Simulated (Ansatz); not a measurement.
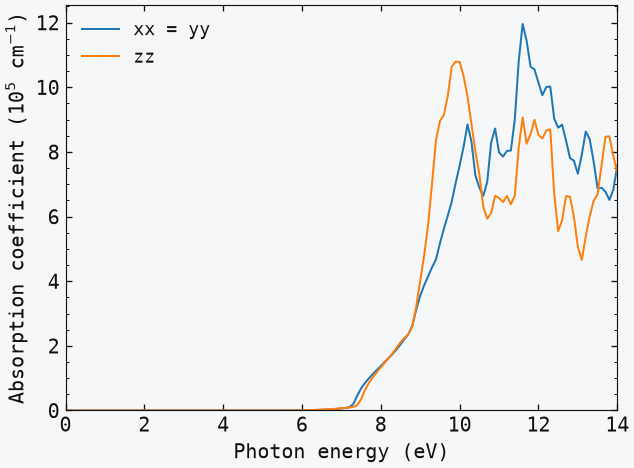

Optical absorption coefficient from interband transitions, 12×12×6 mesh, 0.1 eV broadening. System: SiO₂, space group P6_322 (No. 182), 12 atoms in the cell. Method: DFT LDA, scalar-relativistic, plane waves, PAW, no spin polarisation, 6×6×4 k mesh, 420 eV cutoff, Gaussian smearing of 0.01 eV (Ansatz 0.2.0).

The smallest direct gap is 5.48 eV; the absorption coefficient reaches a twentieth of its peak at about 7.5 eV, so absorption builds up slowly above the gap. The most prominent peaks of the absorption coefficient (xx = yy) lie at 10.2 eV (8.9), 11.6 eV (12) and 13.2 eV (8.6), heights in 10⁵ cm⁻¹. For zz they lie at 9.9 eV (11), 11.6 eV (9.1), 12.7 eV (6.6) and 13.8 eV (8.5). Two diagonal components agree and the third differs: the response is uniaxial. It doesn't absorb visible light: direct transitions start above 3.2 eV, in the ultraviolet.

Independent particles: no excitons or local fields.
